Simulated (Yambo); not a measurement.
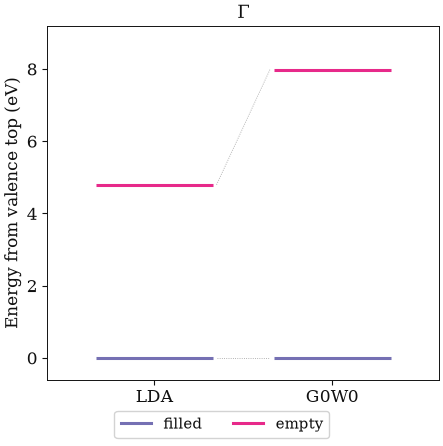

Levels at Γ in LDA and in G0W0, each set counted from its own valence top. Only the states that were corrected are drawn, so degenerate partners can be missing.

System: rocksalt NaCl, space group Fm-3m (No. 225), 2 atoms in the primitive cell; cubic a = 5.588 Å. Starting point: LDA, PseudoDojo 0.4.1 SR LDA standard, no spin polarisation, no spin-orbit coupling, 6×6×6 k mesh, 1197 eV cutoff, fixed occupations (Yambo). Many-body step: G0W0 with frequency dependence of W plasmon pole, bands in the response 158, bands in the self-energy 158, cutoff of the response matrix 6 Ry and cutoff of exchange and Vxc 88 Ry.

**By how much does the gap open?**

Over the k points that were corrected, the smallest gap goes from 4.80 eV in LDA (direct at Γ) to 7.99 eV in G0W0 (direct at Γ), a change of +3.19 eV (+66 %).

**What are the quasiparticle weights at the band edges?**

The quasiparticle weight (renormalisation factor) lies between 0.81 and 0.86 for the top filled and first empty levels.

| k point | LDA direct gap (eV) | G0W0 direct gap (eV) |
| --- | --- | --- |
| Γ | 4.80 | 7.99 |

The cell is a database's computed one. Bands, cutoffs and mesh are finite, so these values aren't at the basis limit.
